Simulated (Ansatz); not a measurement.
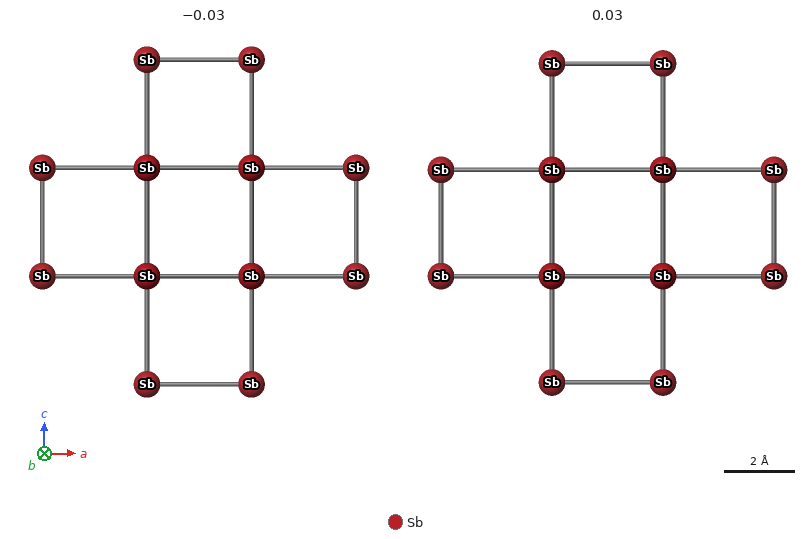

A crystal of Sb (set up in Pm-3m), under biaxial strain in the a–b plane (c relaxed, atoms fixed by symmetry), with energies (extrapolated to zero smearing) counted from the relaxed crystal, which is the row at zero. The picture shows the first and the last member. Style: ball-and-stick. Shown: the cell of the calculation, along the b axis.

Computed with Ansatz 0.2.0: DFT r2SCAN, scalar-relativistic, plane waves, PAW. Settings: plane-wave cutoff 500 eV; k-point mesh 16 × 16 × 16; occupations gaussian; smearing width 0.1 eV; no spin polarisation; force threshold 0.008 eV/Å.

```json
{"strain": "−0.03", "energy (meV/atom)": "30.57", "a (Å)": "2.995", "c (Å)": "3.101"}
{"strain": "−0.02", "energy (meV/atom)": "12.58", "a (Å)": "3.026", "c (Å)": "3.092"}
{"strain": "−0.01", "energy (meV/atom)": "2.60", "a (Å)": "3.057", "c (Å)": "3.088"}
{"strain": "0.0", "energy (meV/atom)": "0.00", "a (Å)": "3.088", "c (Å)": "3.088"}
{"strain": "0.01", "energy (meV/atom)": "3.64", "a (Å)": "3.118", "c (Å)": "3.077"}
{"strain": "0.02", "energy (meV/atom)": "?", "a (Å)": "?", "c (Å)": "?"}
{"strain": "0.03", "energy (meV/atom)": "23.90", "a (Å)": "3.180", "c (Å)": "3.046"}
```

Estimate the missing row from the others, and compare with the calculation.

A parabola through three neighbouring rows (0.0, 0.01, 0.03) gives, with Lagrange weights, (−0.3333)(0.00) + (1.0000)(3.64) + (0.3333)(23.90) = 11.61 meV/atom. The calculation gives 12.16 meV/atom (a = 3.149 Å, c = 3.062 Å). The estimate is 0.55 meV/atom too low. From the first member to the last: Sb–Sb 2.995 → 3.180 Å, Sb–Sb 3.101 → 3.046 Å.

The whole series:

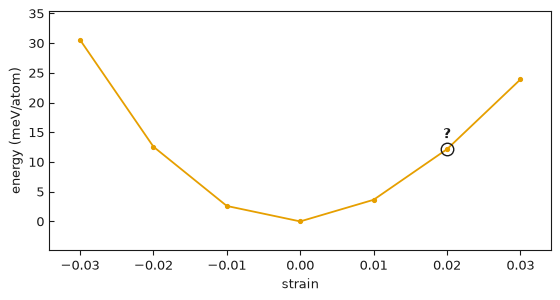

Each member starts from this one structure; whether another phase lies lower wasn't checked.
